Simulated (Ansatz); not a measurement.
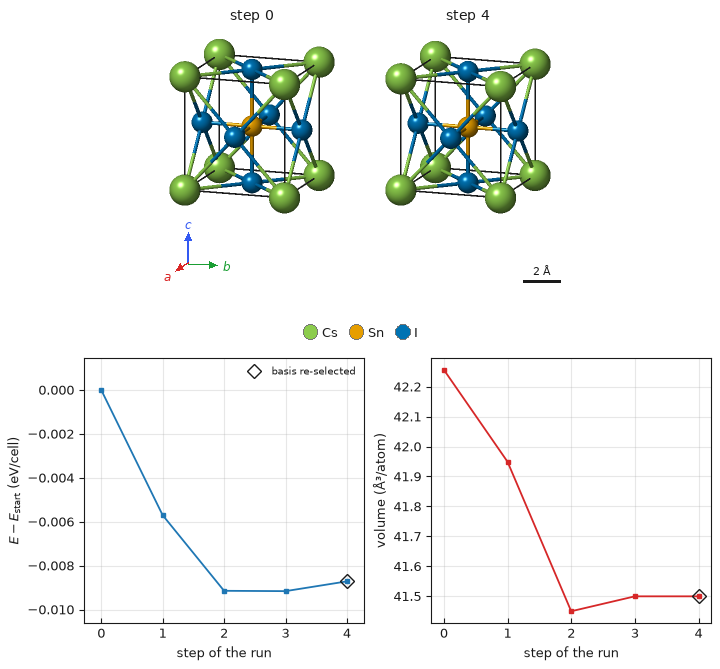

First and last geometry of a relaxation of crystalline CsSnI3 (set up in P4/mmm), with the history of the run. Style: ball-and-stick. Shown: the cell of the calculation, slightly off an axis.

Case: biaxial strain in the a-b plane of -6.0 %; c and atoms relaxed.

These are results of DFT PBEsol, scalar-relativistic, plane waves, PAW in Ansatz, not measurements. Set-up: plane-wave cutoff 420 eV; k-point mesh 6 × 6 × 6; occupations gaussian; smearing width 0.01 eV; no spin polarisation; cell relaxed at fixed a, b, gamma; force threshold 0.008 eV/Å; at most 40 steps.

Q: What do the curves and the structures tell?

A: It converged. No atom moves by more than 0.005 Å relative to the cell. The drawn cell changes as follows: a = b unchanged at 5.766 Å, c 6.355 → 6.241 Å (−1.8 %); the volume changes by −1.8 %. Near-neighbour distances that change, for instance: I–Sn 3.177 → 3.121 Å, Cs–I 4.290 → 4.248 Å. The space group stays P4/mmm (No. 123). The energy falls by 8.7 meV per cell of the calculation in 3 accepted moves (4 points after the start). All forces vanish by symmetry, so only the cell relaxes. Pressure: 2.38 GPa at the start and 2.76 GPa at the end. The SCF was repeated once at an unchanged geometry on a basis and grid sized afresh for the cell, which shifted the energy by 0.4 meV per cell of the calculation at most. The run took 100 s on 1 thread of Arm Neoverse V2 (shared host), peak memory 0.63 GiB.
